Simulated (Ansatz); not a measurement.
Run report: GaN, single-point calculation

System: GaN (2 atoms in the cell).
Method: DFT, PBE, plane waves, PAW, no spin polarisation (Ansatz 0.2.0).

The structure was built on a prototype by a generator. The geometry comes from this level: r2SCAN (a point of a series of volumes). It belongs to a series of runs on one base structure; here: volume -4%. Figures and captions count atoms from 1; the log counts them from 0 in places.

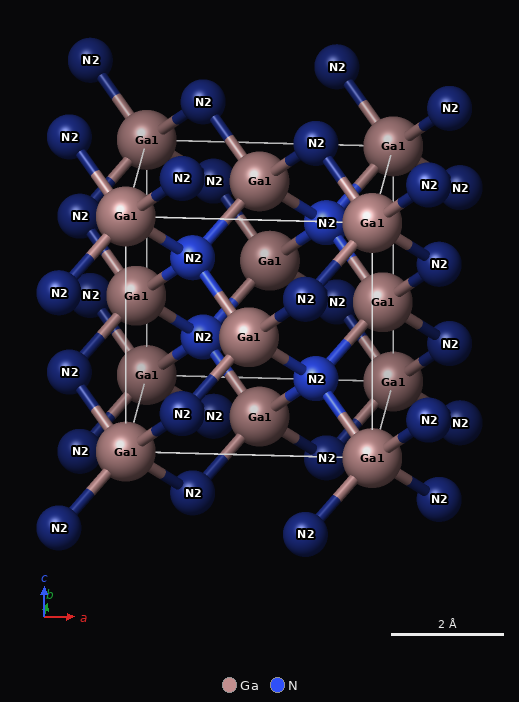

The input geometry (ball-and-stick view of the cell 4 times as large as that of the calculation, set on its symmetry axes, seen at an oblique angle; neighbours outside the cell are drawn fainter; atoms are numbered from 1 in the order of the input).

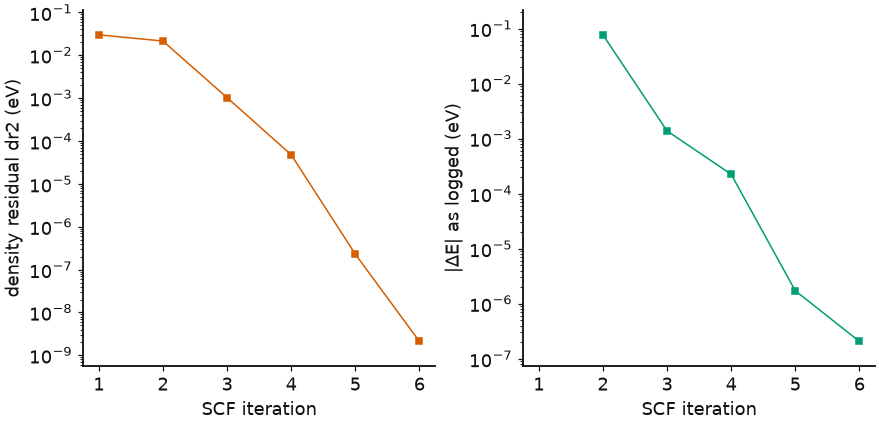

Convergence of the self-consistent field: density residual dr2 and size of the energy change against the SCF iteration. The residual falls at every step.

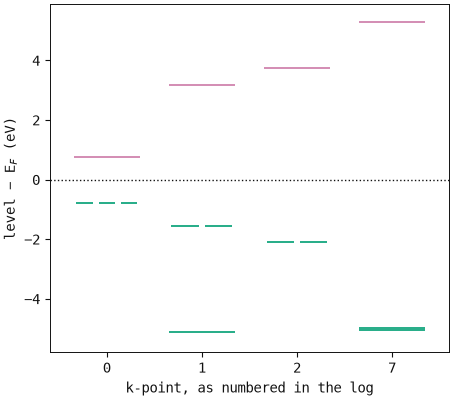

Kohn–Sham levels near the Fermi level (dotted) at the few k-points that the log prints; levels within 0.02 eV of each other stand side by side. Among these points the highest filled and lowest empty levels are 1.57 eV apart, which is the gap on the mesh.

The input and output of the run follow.

Input
```yaml
crystal:
  lattice:
    - [0.0, 2.2185575662, 2.2185575662]
    - [2.2185575662, 0.0, 2.2185575662]
    - [2.2185575662, 2.2185575662, 0.0]
  atoms:
    - { symbol: Ga, position: [0.0, 0.0, 0.0] }
    - { symbol: "N", position: [0.25, 0.25, 0.25] }
kpoints:
  mp_grid: { grid: [4, 4, 4] }
hamiltonian:
  xc: pbe
scf:
  occupations: { method: fermi_dirac, width: 0.02 }
  n_extra_bands: 4
output:
  forces: true
  stress: true
  eigenvalues: true
basis:
  ecutwfc: 260
```

Launch command:
```bash
ansatz run input.yaml --threads 2 --pin off --max-ram 3686MiB --backend cpu --events-out ev --progress --plain --runs-dir out
```

What the program printed
```
Warning: basis.ecutwfc = 260 eV is below the records' recommended 420 eV, and the density's cutoff is lower with it unless basis.ecutrho_ratio is high enough to keep the records' density cutoff: compare with a run at a higher cutoff
scf.n_extra_bands = 4 over 9 filled bands (N_el = 18.0): the run solves 13 bands
Engine: ansatz 0.2.0, aarch64-unknown-linux-gnu
Pseudopotentials: kind: paw
Pseudopotential: Ga, paw, valence charge 13, recommended cutoff 420 eV (normal), Ga.paw.azcp
Pseudopotential: N, paw, valence charge 5, recommended cutoff 420 eV (normal), N.paw.azcp
Functional definition: PBE
  parameter kappa = 0.804
  parameter beta = 0.06672455060314922
  exchange = pbe_x(kappa = kappa, mu = beta*pi^2/3)
  correlation = pbe_c(beta = beta)
Crystal: 2 atoms, lattice volume = 21.839 Å³
Basis set: ecut = 260 eV, 181 PW (Γ), exchange–correlation on 36×36×36 points (8 copies of the dense FFT grid, shifted against one another)
Bands: 13, of which v1, the nominal top of the filled ones, is band 9 counted from 1 (8 counted from 0)
Symmetry: 24 space group operations
Space group: F-43m (ITA 216), of the structure as read, at distance tolerance 2.8e-5 Å
k-points: 8 of 64 (time reversal used)
Non-local potential: Ga, projectors of the file, l = 0: 2, l = 1: 2, l = 2: 3, l = 3: 1
Non-local potential: N, projectors of the file, l = 0: 2, l = 1: 2, l = 2: 1
PAW form: soft (Blöchl's): semilocal exchange-correlation on the pseudo side does not see the compensation charge
PAW one-centre angular grid: Ga, 590 points (default); XC on 64 Gauss nodes
PAW one-centre angular grid: N, 110 points (default); XC on 64 Gauss nodes
Initial density: superposition of atomic densities (neutral atoms: chi_scale 0, normalization atom), corrected by the library's trained network
Initial wavefunctions: pseudopotential atomic-orbital guess
Functional: x = pbe(κ = 0.804, μ = 0.2195149727645171), c = pbe(β = 0.06672455060314922)
SCF iter   1: F=—  HF=-4166.266975 eV  |F-HF|=—  |Δ(HF+E_count)|=         —  Δρ=2.15e-2  dr2=3.00e-2  ethr=1.77e-3  ⟨swp⟩=4.9  Hψ=496  notcnv=0
preconditioner: auto → none  [insulator: Δε(μ)=1.483 eV  Ē_g=19.192 eV  σ=0.020 eV  W_gap=1.00  n_scr=8 (ndim 8)  ℏωp=33.7 eV  f_vac=0.001  D(μ)=0.00/eV (n_scr^D=0)  ε∞_Penn≈4.1]
SCF iter   2: F=—  HF=-4166.190254 eV  |F-HF|=—  |Δ(HF+E_count)|=   7.67e-2  Δρ=1.48e-2  dr2=2.15e-2  ethr=1.67e-4  ⟨swp⟩=2.0  Hψ=272  notcnv=0
SCF iter   3: F=—  HF=-4166.188873 eV  |F-HF|=—  |Δ(HF+E_count)|=   1.38e-3  Δρ=4.06e-3  dr2=1.03e-3  ethr=1.20e-4  ⟨swp⟩=3.0  Hψ=200  notcnv=0
SCF iter   4: F=—  HF=-4166.189098 eV  |F-HF|=—  |Δ(HF+E_count)|=   2.25e-4  Δρ=6.34e-4  dr2=4.79e-5  ethr=5.72e-6  ⟨swp⟩=2.0  Hψ=208  notcnv=0
SCF iter   5: F=—  HF=-4166.189100 eV  |F-HF|=—  |Δ(HF+E_count)|=   1.72e-6  Δρ=5.05e-5  dr2=2.30e-7  ethr=2.66e-7  ⟨swp⟩=2.0  Hψ=125  notcnv=0
SCF iter   6: F=-4166.189100 eV  HF=-4166.189100 eV  |F-HF|=2.47e-10  |Δ(HF+E_count)|=   2.07e-7  Δρ=3.57e-6  dr2=2.12e-9  ethr=5.56e-10  ⟨swp⟩=5.0  Hψ=450  notcnv=0
SCF 1 converged in 6 iterations: F = -4166.189100 eV  dr2 = 2.12e-9
  greatest PAW one-centre occupation: 0.994 electrons in one spin orbital (limit 2), on the Ga atom at site 0 (counted from 0), in its partial waves of l = 2
SCF converged after 6 iterations
Free energy (F): -4166.189100 eV
Harris-Foulkes:  -4166.189100 eV  (|F-HF|=2.47e-10)
Internal energy: -4166.189100 eV  (E = F + TS)
E sigma→0 (E₀):  -4166.189100 eV
Fermi energy:    11.509396 eV
--- Per-component energies (eV) ---
  E_band       = -1.345058
  E_kinetic    = 252.204088
  E_local      = -1916.433889  (includes V_loc(G=0)·N_el)
  E_nonlocal   = 482.966484
  E_hartree    = 887.794796
  E_xc         = -130.256708
  E_vxc        = -136.033128  (∫ρ·V_xc dr)
  E_paw        = -2130.009374  (= ΣΔE_a)
  E_vpaw       = -459.621668  (= ΣTr[D̂ρ^β])
  E_aug_tail   = -0.016900  (compensation charges beyond the density's cutoff)
  E_ewald      = -1612.437598
  E_smearing   = -0.000000  (= −TS)
  E_closure    = 0.000000  (closes the sum)
  Σ components = -4166.189100   (vs F -4166.189100, Δ=0.00e0)
--- Forces (eV/Å), atoms counted from 1 ---
  atom   1  Ga     0.00000000     0.00000000     0.00000000
  atom   2  N     -0.00000000     0.00000000     0.00000000
  max |Σ_I F_I| component: 3.70e-17 eV/Å
--- Stress (GPa, compression-positive) ---
       26.341205       0.000000      -0.000000
        0.000000      26.341205       0.000000
       -0.000000       0.000000      26.341205
  P = ⅓ Tr σ = 26.3412 GPa (263.412 kbar)
--- Band table (eV; the first three rows and the last of 8) ---
  k-point 0: bands = ["-6.0455", "-3.7782", "-3.7782", "-3.7782", "-3.4424", "-3.4424", "10.7133", "10.7133", "10.7133", "12.2836", "21.0300", "21.0300", "21.0300"]
  k-point 1: bands = ["-5.5433", "-3.7840", "-3.7840", "-3.5253", "-3.5253", "-3.3962", "6.3846", "9.9438", "9.9438", "14.6692", "19.4763", "21.5172", "21.5172"]
  k-point 2: bands = ["-5.2711", "-3.7581", "-3.7581", "-3.5054", "-3.5054", "-2.0111", "3.0196", "9.4284", "9.4284", "15.2698", "19.4095", "21.0645", "21.0645"]
  k-point 7: bands = ["-5.1375", "-3.6986", "-3.6842", "-3.5384", "-3.5133", "-1.2112", "4.4977", "6.4523", "6.5309", "16.8091", "19.2855", "20.9990", "21.8323"]
```

Summary

```json
{"quantity": "outcome", "value": "converged"}
{"quantity": "space group (tolerance 0.01 Å)", "value": "F-43m (216)"}
{"quantity": "electrons treated", "value": "18"}
{"quantity": "free energy", "value": "−4166.1891 eV"}
{"quantity": "Fermi energy", "value": "11.509 eV"}
{"quantity": "gap on the k-point mesh", "value": "1.57 eV"}
{"quantity": "pressure", "value": "26.34 GPa"}
{"quantity": "largest force (length of the vector)", "value": "under 0.001 eV/Å"}
{"quantity": "hardware", "value": "2 threads of Arm Neoverse V2, 24 GiB of memory available, shared host"}
{"quantity": "peak memory", "value": "0.24 GiB"}
```

Remarks

The program warns: the cutoff is below the recommended one.
